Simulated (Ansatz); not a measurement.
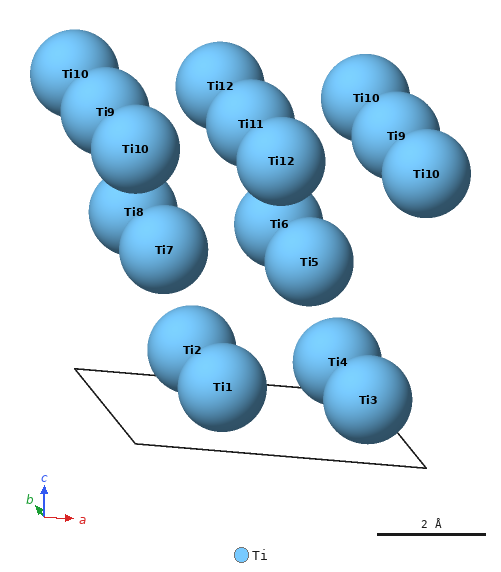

This is the input geometry for a constrained relaxation of a slab of composition Ti (cut from the Fm-3m phase). Style: spheres-only. Shown: the cell of the calculation, outlined in the plane, without the vacuum, slightly off an axis.

Case: clean slab, lower planes held. The slab is the (1 1 1) face of Ti. 4 atoms are held fixed.

Level of theory: Ansatz 0.2.0, DFT PBE+D3(BJ), scalar-relativistic, plane waves, PAW.

The input:
```yaml
crystal:
  lattice:
    - [5.7102790035, 0.0, 0.0]
    - [-2.8551395017, 4.9452466797, 0.0]
    - [0.0, 0.0, 20.6624232825]
  atoms:
    - { symbol: Ti, position: [0.3333333333, 0.1666666667, 0.3871762712] }
    - { symbol: Ti, position: [0.3333333333, 0.6666666667, 0.3871762712] }
    - { symbol: Ti, position: [0.8333333333, 0.1666666667, 0.3871762712] }
    - { symbol: Ti, position: [0.8333333333, 0.6666666667, 0.3871762712] }
    - { symbol: Ti, position: [0.6666666667, 0.3333333333, 0.5] }
    - { symbol: Ti, position: [0.6666666667, 0.8333333333, 0.5] }
    - { symbol: Ti, position: [0.1666666667, 0.3333333333, 0.5] }
    - { symbol: Ti, position: [0.1666666667, 0.8333333333, 0.5] }
    - { symbol: Ti, position: [0.0, 0.5, 0.6128237288] }
    - { symbol: Ti, position: [0.0, 0.0, 0.6128237288] }
    - { symbol: Ti, position: [0.5, 0.5, 0.6128237288] }
    - { symbol: Ti, position: [0.5, 0.0, 0.6128237288] }
basis:
  ecutwfc: 420
kpoints:
  mp_grid: { grid: [4, 4, 1] }
hamiltonian:
  xc: pbe
  dispersion: d3bj
scf:
  occupations: { method: gaussian, width: 0.1 }
output:
  forces: true
  eigenvalues: true
  write_density: true
  write_potential: true
  elf: true
  volumetric_format: npy
relax:
  adjacent_minimum: "off"
  f_tol: 0.03
  max_steps: 70
  constraints: [{ sites: [0, 1, 2, 3] }]
efield:
  axis: 3
  dipole_correction: true
  ramp_width: 0.04
```

Command:
```bash
ansatz run input.yaml --threads 4 --pin off --max-ram 10240MiB --backend cpu --events-out ev --progress --plain --runs-dir out
```

### What does the optimiser find from here?

The largest moves, 0.17 Å, are those of Ti9, Ti10, Ti11 and Ti12. Ti9 goes along the normal (−c). The cell stays as it was. Near-neighbour distances that change, for instance: Ti5–Ti11 2.855 → 2.783 Å, Ti1–Ti5 2.855 → 2.787 Å. Over 2 geometry steps the energy falls by 0.124 eV per cell of the calculation. The largest force component goes from 0.33 to 0.017 eV/Å.

History of the run:

| step | E − E(0), meV/atom | largest force component, eV/Å |
| --- | --- | --- |
| 0 | 0.00 | 0.3330 |
| 1 | -9.91 | 0.1033 |
| 2 | -10.31 | 0.0165 |

The end point in the same view:

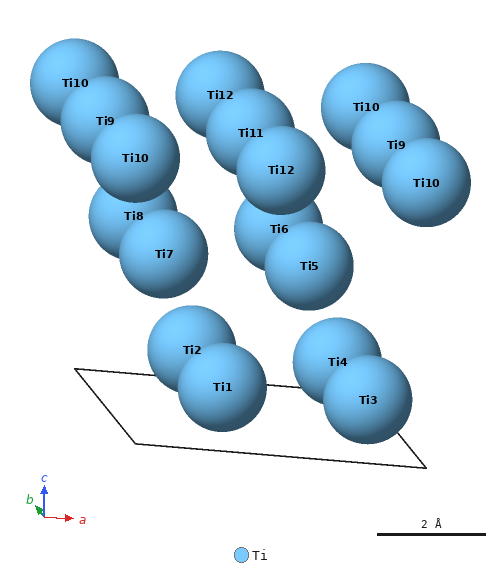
